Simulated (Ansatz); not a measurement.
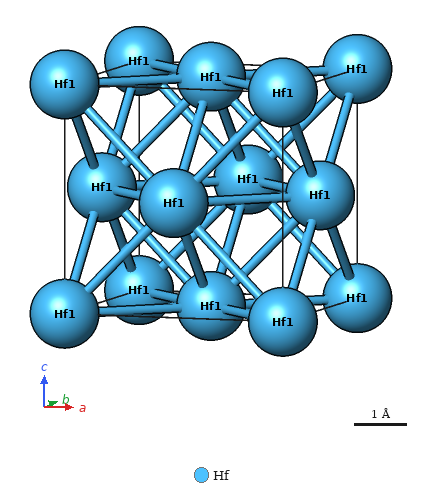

**Figure 1.** The structure as given in the input (ball-and-stick view of the cell 4 times as large as that of the calculation, set on its symmetry axes, seen slightly off an axis; atoms are numbered from 1 in the order of the input). An atom can appear more than once, as a periodic image. Near neighbours in the periodic cell (some may lie outside the picture): Hf has 12 Hf at 3.14 Å.

## What a change does: geometry relaxation on Hf

System: Hf (1 atom in the cell).
Method of the first run: DFT, LDA, plane waves, PAW, no spin polarisation (Ansatz 0.2.0).

The structure derives from an entry of the Crystallography Open Database. Text and figures count atoms from 1; the logs count them from 0 in places.

**Input, the first run**
```yaml
crystal:
  lattice:
    - [0.0, 2.22, 2.22]
    - [2.22, 0.0, 2.22]
    - [2.22, 2.22, 0.0]
  atoms:
    - { symbol: Hf, position: [0.0, 0.0, 0.0] }
basis:
  ecutwfc: 500
kpoints:
  mp_grid: { grid: [16, 16, 16] }
hamiltonian:
  xc: lda
scf:
  occupations: { method: gaussian, width: 0.1 }
output:
  forces: true
  eigenvalues: true
  stress: true
relax:
  adjacent_minimum: "off"
  f_tol: 0.005
  max_steps: 80
  cell: { stress_tol: 0.05 }
```

Launched with:
```bash
ansatz run input.yaml --threads 4 --pin off --max-ram 10240MiB --backend cpu --events-out ev --progress --plain --runs-dir out
```

Hardware: 4 threads of AMD EPYC (Zen 5), 32 GiB of memory available, shared host.

**Output, shortened to warnings, some set-up lines, iterations and results (the first run)**
```
Basis set: ecut = 500 eV, 537 PW (Γ)
Symmetry: 48 space group operations
k-points: 145 of 4096
Initial density: superposition of atomic densities (neutral atoms: chi_scale 0, normalization atom), corrected by the library's trained network
[...]
SCF iter   1: F=—  HF=-15476.775623 eV  |F-HF|=—  |Δ(HF+E_count)|=         —  Δρ=4.18e-3  dr2=1.61e-3  ethr=1.77e-3  ⟨swp⟩=4.6  Hψ=10256  notcnv=0
SCF iter   2: F=—  HF=-15476.775519 eV  |F-HF|=—  |Δ(HF+E_count)|=   1.03e-4  Δρ=2.55e-3  dr2=6.62e-4  ethr=6.19e-6  ⟨swp⟩=2.0  Hψ=4931  notcnv=0
SCF iter   3: F=—  HF=-15476.775583 eV  |F-HF|=—  |Δ(HF+E_count)|=   6.38e-5  Δρ=6.96e-4  dr2=5.20e-5  ethr=2.55e-6  ⟨swp⟩=2.0  Hψ=3516  notcnv=0  defer=5
SCF iter   4: F=—  HF=-15476.775553 eV  |F-HF|=—  |Δ(HF+E_count)|=   2.98e-5  Δρ=7.88e-5  dr2=2.83e-7  ethr=2.00e-7  ⟨swp⟩=2.0  Hψ=4335  notcnv=0  defer=5
SCF iter   5: F=—  HF=-15476.775553 eV  |F-HF|=—  |Δ(HF+E_count)|=   4.23e-8  Δρ=2.17e-5  dr2=1.22e-7  ethr=1.09e-9  ⟨swp⟩=2.0  Hψ=4343  notcnv=0  defer=4
[... 29 lines ...]
SCF iter   4: F=—  HF=-15476.797182 eV  |F-HF|=—  |Δ(HF+E_count)|=  2.00e-10  Δρ=4.55e-6  dr2=2.90e-10  ethr=6.10e-12  ⟨swp⟩=2.0  Hψ=3493  notcnv=0
SCF iter   5: F=—  HF=-15476.797182 eV  |F-HF|=—  |Δ(HF+E_count)|=  4.00e-11  Δρ=9.28e-7  dr2=1.24e-11  ethr=1.12e-12  ⟨swp⟩=1.9  Hψ=3695  notcnv=0
SCF iter   6: F=-15476.797182 eV  HF=-15476.797182 eV  |F-HF|=1.82e-12  |Δ(HF+E_count)|=  1.82e-12  Δρ=9.34e-8  dr2=1.33e-13  ethr=1.00e-12  ⟨swp⟩=4.7  Hψ=9401  notcnv=0
SCF 5 converged in 6 iterations: F = -15476.797182 eV  dr2 = 1.33e-13
relax step   5: F+E_penalty+E_count = -15476.79718182 eV  Δ(F+E_penalty+E_count) = +7.185e-5 eV  max|allowed force component| = 0.000e0 eV/Å  Δτ_max = 0.0000 Å  P = +0.031 …
basis re-selected at this cell: Δ(F+E_penalty+E_count) = +7.185e-5 eV, ΔP = -0.003 GPa vs the last step (what re-selecting the basis moved, of the pressure what is left beyond the Pulay correction that the steps carried, after the strain that the cell walked since its last selection, with what the …
SCF converged after 6 iterations
Free energy (F): -15476.797182 eV
Harris-Foulkes:  -15476.797182 eV  (|F-HF|=1.82e-12)
Internal energy: -15476.788889 eV  (E = F + TS)
E sigma→0 (E₀):  -15476.793036 eV
Entropy (-TS):   -0.008293 eV (-8.293 meV/atom)
Fermi energy:    21.130002 eV
--- Per-component energies (eV) ---
  E_band       = 75.742861
  E_kinetic    = 427.884971
  E_local      = -4878.617547  (includes V_loc(G=0)·N_el)
  E_nonlocal   = -1232.386240
  E_hartree    = 2307.344990
  E_xc         = -298.603065
  E_vxc        = -267.885743  (∫ρ·V_xc dr)
  E_paw        = -6686.663758  (= ΣΔE_a)
  E_vpaw       = 1412.057429  (= ΣTr[D̂ρ^β])
  E_aug_tail   = -0.000001  (compensation charges beyond the density's cutoff)
  E_ewald      = -5118.205482
  E_core_change = 2.457243  (= ΣΔE_core)
  E_smearing   = -0.008293  (= −TS)
  E_closure    = 0.000000  (closes the sum)
  Σ components = -15476.797182   (vs F -15476.797182, Δ=0.00e0)
--- Forces (eV/Å), atoms counted from 1 ---
  atom   1  Hf     0.00000000     0.00000000    -0.00000000
  max |Σ_I F_I| component: 2.63e-31 eV/Å
--- Stress (GPa, compression-positive) ---
        0.031305      -0.000000      -0.000000
       -0.000000       0.031305      -0.000000
       -0.000000      -0.000000       0.031305
  P = ⅓ Tr σ = 0.0313 GPa (0.313 kbar)
--- Relaxed structure (4 steps of the walk, 3 accepted, 1 SCFs on fresh bases) ---
  F+E_penalty+E_count = -15476.79718182 eV   max|allowed force component| = 0.000e0 eV/Å   (the final SCF, on the basis selected at the relaxed cell)
  cell:  # Å, volume = 20.7191 Å³
    - [-2.547686016447795e-34, 2.1799526583632978, 2.1799526583632978]
    - [2.1799526583632978, -6.369215041119488e-35, 2.1799526583632978]
    - [2.1799526583632978, 2.1799526583632978, -4.203681927138862e-34]
  atoms:
    - { symbol: Hf, position: [0.0, 0.0, 0.0] }
```

The input of the second run differs as follows (lines with − go, lines with + come):
```diff
-  xc: lda
+  xc: r2scan
```

Predict how the results change.

The total energies belong to different methods, so their difference says nothing on which is more stable or more accurate. The volume per atom goes from 20.72 to 22.47 Å³. The functional changes from LDA to r2SCAN. The number of SCF iterations is the same.

**Output, shortened to warnings, some set-up lines, iterations and results (the second run)**
```
Basis set: ecut = 500 eV, 537 PW (Γ), exchange–correlation on 96×96×96 points (64 copies of the dense FFT grid, shifted against one another)
Symmetry: 48 space group operations
k-points: 145 of 4096
Initial density: superposition of atomic densities (neutral atoms: chi_scale 0, normalization atom), corrected by the library's trained network
[...]
SCF iter   1: F=—  HF=-15732.966707 eV  |F-HF|=—  |Δ(HF+E_count)|=         —  Δρ=8.60e-3  dr2=8.58e-3  dr2_τ=1.70e-2  ethr=1.77e-3  ⟨swp⟩=4.2  Hψ=10219  notcnv=0
SCF iter   2: F=—  HF=-15732.974034 eV  |F-HF|=—  |Δ(HF+E_count)|=   7.33e-3  Δρ=3.46e-3  dr2=1.62e-3  dr2_τ=8.44e-4  ethr=3.30e-5  ⟨swp⟩=2.2  Hψ=6207  notcnv=0  defer=12
SCF iter   3: F=—  HF=-15732.973910 eV  |F-HF|=—  |Δ(HF+E_count)|=   1.24e-4  Δρ=2.43e-3  dr2=6.51e-4  dr2_τ=1.09e-4  ethr=6.24e-6  ⟨swp⟩=2.0  Hψ=4100  notcnv=0  defer=12
SCF iter   4: F=—  HF=-15732.974309 eV  |F-HF|=—  |Δ(HF+E_count)|=   3.99e-4  Δρ=8.62e-5  dr2=1.95e-6  dr2_τ=1.58e-6  ethr=2.50e-6  ⟨swp⟩=2.0  Hψ=4189  notcnv=0  defer=12
SCF iter   5: F=—  HF=-15732.974312 eV  |F-HF|=—  |Δ(HF+E_count)|=   3.03e-6  Δρ=2.84e-5  dr2=7.02e-8  dr2_τ=6.03e-8  ethr=7.49e-9  ⟨swp⟩=2.0  Hψ=4349  notcnv=0  defer=12
[... 29 lines ...]
SCF iter   3: F=—  HF=-15732.979341 eV  |F-HF|=—  |Δ(HF+E_count)|=   7.41e-9  Δρ=1.99e-6  dr2=3.70e-10  dr2_τ=2.48e-10  ethr=2.56e-11  ⟨swp⟩=2.0  Hψ=3766  notcnv=0
SCF iter   4: F=—  HF=-15732.979341 eV  |F-HF|=—  |Δ(HF+E_count)|=  6.55e-10  Δρ=8.09e-7  dr2=4.91e-11  dr2_τ=5.32e-12  ethr=1.42e-12  ⟨swp⟩=2.2  Hψ=4532  notcnv=0
SCF iter   5: F=-15732.979341 eV  HF=-15732.979341 eV  |F-HF|=3.64e-12  |Δ(HF+E_count)|=  7.28e-12  Δρ=1.23e-7  dr2=3.28e-12  dr2_τ=1.81e-12  ethr=1.00e-12  ⟨swp⟩=5.1  …
SCF 5 converged in 5 iterations: F = -15732.979341 eV  dr2 = 3.28e-12
relax step   5: F+E_penalty+E_count = -15732.97934110 eV  Δ(F+E_penalty+E_count) = -6.662e-5 eV  max|allowed force component| = 0.000e0 eV/Å  Δτ_max = 0.0000 Å  P = +0.001 …
basis re-selected at this cell: Δ(F+E_penalty+E_count) = -6.662e-5 eV, ΔP = +0.002 GPa vs the last step (what re-selecting the basis moved, of the pressure what is left beyond the Pulay correction that the steps carried, after the strain that the cell walked since its last selection, with what the …
SCF converged after 5 iterations
Free energy (F): -15732.979341 eV
Harris-Foulkes:  -15732.979341 eV  (|F-HF|=3.64e-12)
Internal energy: -15732.971331 eV  (E = F + TS)
E sigma→0 (E₀):  -15732.975336 eV
Entropy (-TS):   -0.008010 eV (-8.010 meV/atom)
Fermi energy:    19.522316 eV
--- Per-component energies (eV) ---
  E_band       = 17.776979
  E_kinetic    = 424.296740
  E_local      = -5083.534119  (includes V_loc(G=0)·N_el)
  E_nonlocal   = -1248.785282
  E_hartree    = 2391.872413
  E_xc         = -283.223307
  E_vxc        = -293.146726  (∫ρ·V_xc dr)
  E_paw        = -6952.145154  (= ΣΔE_a)
  E_vpaw       = 1420.709605  (= ΣTr[D̂ρ^β])
  E_aug_tail   = -0.000001  (compensation charges beyond the density's cutoff)
  E_vtau       = 14.491807  (kinetic-family band-sum trace: ∫τ·v_τ [+ j·A + Jᵃ·Aᵃ] dr)
  E_ewald      = -4981.774143
  E_core_change = 0.321522  (= ΣΔE_core)
  E_smearing   = -0.008010  (= −TS)
  E_closure    = 0.000000  (closes the sum)
  Σ components = -15732.979341   (vs F -15732.979341, Δ=0.00e0)
--- Forces (eV/Å), atoms counted from 1 ---
  atom   1  Hf     0.00000000     0.00000000    -0.00000000
  max |Σ_I F_I| component: 5.75e-32 eV/Å
--- Stress (GPa, compression-positive) ---
        0.001497       0.000000      -0.000000
        0.000000       0.001497       0.000000
       -0.000000       0.000000       0.001497
  P = ⅓ Tr σ = 0.0015 GPa (0.015 kbar)
--- Relaxed structure (4 steps of the walk, 3 accepted, 1 SCFs on fresh bases) ---
  F+E_penalty+E_count = -15732.97934110 eV   max|allowed force component| = 0.000e0 eV/Å   (the final SCF, on the basis selected at the relaxed cell)
  cell:  # Å, volume = 22.4684 Å³
    - [3.057223219737354e-34, 2.2396530484219954, 2.2396530484219954]
    - [2.2396530484219954, 3.948913325494082e-34, 2.2396530484219954]
    - [2.2396530484219954, 2.2396530484219954, -3.4393761222045233e-34]
  atoms:
    - { symbol: Hf, position: [0.0, 0.0, 0.0] }
```

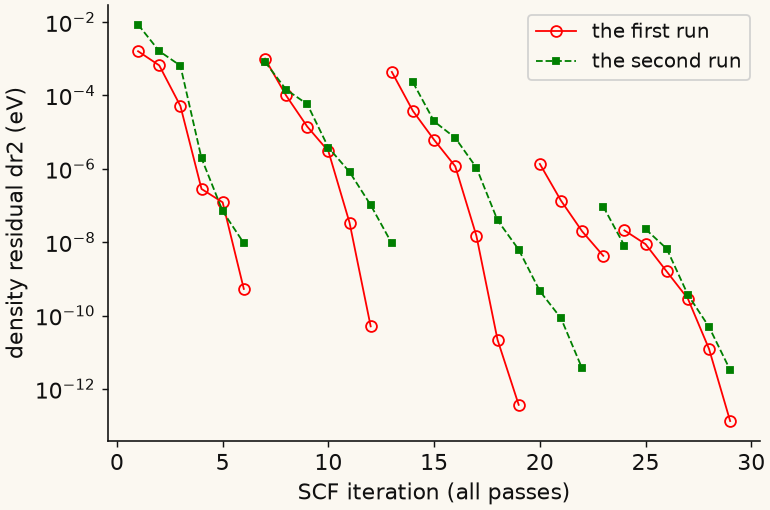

**Figure 2.** Convergence of the two runs: density residual dr2 against the SCF iteration. A break in a curve parts two SCF passes. The first run takes 29 iterations in all, and the second run takes 29.

**The two runs side by side**

| quantity | the first run | the second run |
| --- | --- | --- |
| outcome | converged | converged |
| free energy per atom (eV) | −15476.7972 | −15732.9793 |
| energy per atom, smearing taken to zero (eV) | −15476.7930 | −15732.9753 |
| gap on the mesh (eV) | 0.00 | 0.00 |
| pressure (GPa) | 0.03 | 0.00 |
| volume per atom (Å³) | 20.72 | 22.47 |
| largest force (eV/Å) | 0.000 | 0.000 |
| SCF iterations | 29 | 29 |
| irreducible k-points | 145 | 145 |
| wall time (shared host) | 1.9 s | 2.9 s |

For both runs: Spin–orbit coupling is left out, which matters for Hf.
